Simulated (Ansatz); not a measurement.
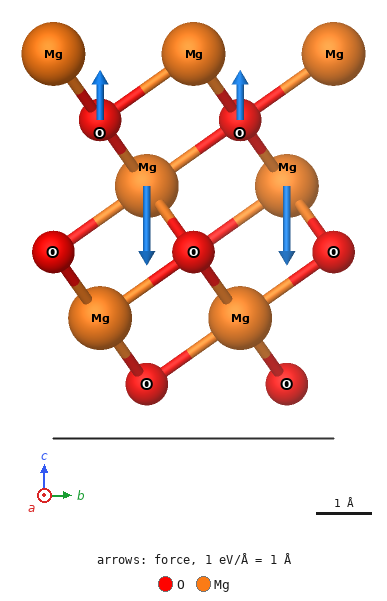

Starting geometry of a slab of composition MgO (cut from the Fm-3m phase) with the computed forces as blue arrows. A ball-and-stick model of the cell of the calculation, outlined in the plane, without the vacuum, seen along the a axis.

Case: clean slab, lower planes held. The slab is the (1 1 1) face of MgO. 12 atoms are held fixed.

Method: DFT PBE+D3(BJ), scalar-relativistic, plane waves, PAW (Ansatz 0.2.0). Set-up: plane-wave cutoff 420 eV; k-point mesh 3 × 3 × 1; occupations gaussian; smearing width 0.05 eV; no spin polarisation; dipole correction; atoms relaxed in a fixed cell; force threshold 0.03 eV/Å; at most 70 steps.

### Is this structure relaxed? If not, where do the atoms go?

It isn't relaxed: the largest force vector, on Mg atoms, is 1.47 eV/Å. The atoms end up moving mostly along the starting forces (cosine between the two patterns 0.97). The largest moves, 0.095 Å, are those of Mg atoms. By element the largest moves are Mg 0.095 Å, O 0.050 Å. The lattice vectors keep their values. Some distances before and after: Mg–O 2.104 → 2.191 Å, Mg–O 2.104 → 2.050 Å. Among the angles between lasting bonds that change: O–Mg–O 180.0° → 174.7°, Mg–O–Mg 180.0° → 175.1°, Mg–O–Mg 90.0° → 85.5°. Over 3 accepted moves (4 points after the start) the energy falls by 0.371 eV per cell of the calculation. The largest force component goes from 1.5 to 0.012 eV/Å. 1 step only repeated the SCF at the same geometry. Cost: 41 s on 4 threads of Arm Neoverse V2, on a shared host, peak memory 1.2 GiB.
